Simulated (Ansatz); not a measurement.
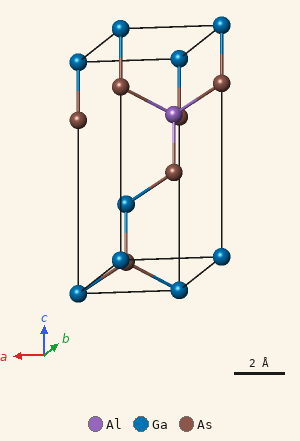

Lattice vibrations of a crystal of AlGa2As3 (a generated structure), space group P3m1 (No. 156), at the zone centre. The picture is a ball-and-stick view of the cell of the calculation, seen from a free direction.

Theory: Ansatz 0.2.0, DFT PBE, scalar-relativistic, plane waves, PAW.

Input file:
```yaml
crystal:
  lattice:
    - [4.0591382169, 0.0, 0.0]
    - [-2.0295691085, 3.5153168133, 0.0]
    - [0.0, 0.0, 9.939913065]
  atoms:
    - { symbol: Al, position: [0.3333333333, 0.6666666667, 0.6671670099] }
    - { symbol: Ga, position: [0.0, 0.0, 0.9997799496] }
    - { symbol: Ga, position: [0.6666666667, 0.3333333333, 0.3332872994] }
    - { symbol: As, position: [0.6666666667, 0.3333333333, 0.0833483305] }
    - { symbol: As, position: [0.3333333333, 0.6666666667, 0.4173956313] }
    - { symbol: As, position: [0.0, 0.0, 0.7490207794] }
basis:
  ecutwfc: 420
kpoints:
  mp_grid: { grid: [12, 12, 4] }
hamiltonian:
  xc: pbe
scf:
  occupations: { method: fixed }
output:
  eigenvalues: true
phonons:
  method: dfpt
  dielectric: true
  rigid_motions: translations
  eigenvectors: true
  qmesh: [2, 2, 1]
  temperatures: { t_max: 1000, t_step: 100 }
  qpath:
    path:
      - [[0.0, 0.0, 0.0], [0.5, 0.0, 0.0], [0.33333333, 0.33333333, 0.0], [0.0, 0.0, 0.0], [0.0, 0.0, 0.5], [0.5, 0.0, 0.5], [0.33333333, 0.33333333, 0.5], [0.0, 0.0, 0.5]]
      - [[0.5, 0.0, 0.5], [0.5, 0.0, 0.0]]
      - [[0.33333333, 0.33333333, 0.5], [0.33333333, 0.33333333, 0.0]]
    npoints: 8
```

Run as
```bash
ansatz run input.yaml --threads 4 --pin off --max-ram 8192MiB --backend cpu --events-out ev --progress --plain --runs-dir out
```

Frequencies are those without the non-analytic (LO–TO) term.

**Give the spectrum at this point.**

The calculation's cell holds 6 atoms, so there are 15 optical modes, in 10 levels. The optical modes span 5E + 5A₁. No level is unstable.

```
level  symmetry  frequency (cm⁻¹)                    activity
    1         E                56  infrared- and Raman-active
    2         E                63  infrared- and Raman-active
    3        A₁               153  infrared- and Raman-active
    4        A₁               171  infrared- and Raman-active
    5         E               243  infrared- and Raman-active
    6        A₁               245  infrared- and Raman-active
    7         E               249  infrared- and Raman-active
    8        A₁               251  infrared- and Raman-active
    9         E               341  infrared- and Raman-active
   10        A₁               353  infrared- and Raman-active
```

The modes drawn as arrows (one member of each degenerate set), 6 of the levels:

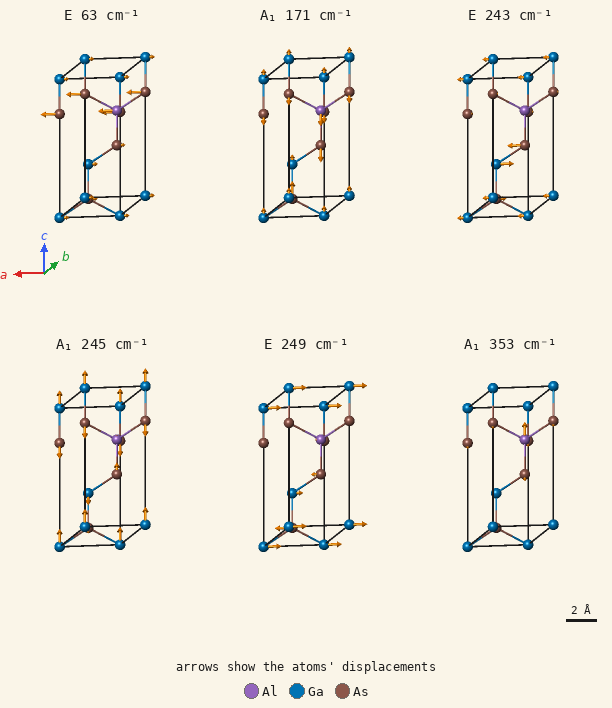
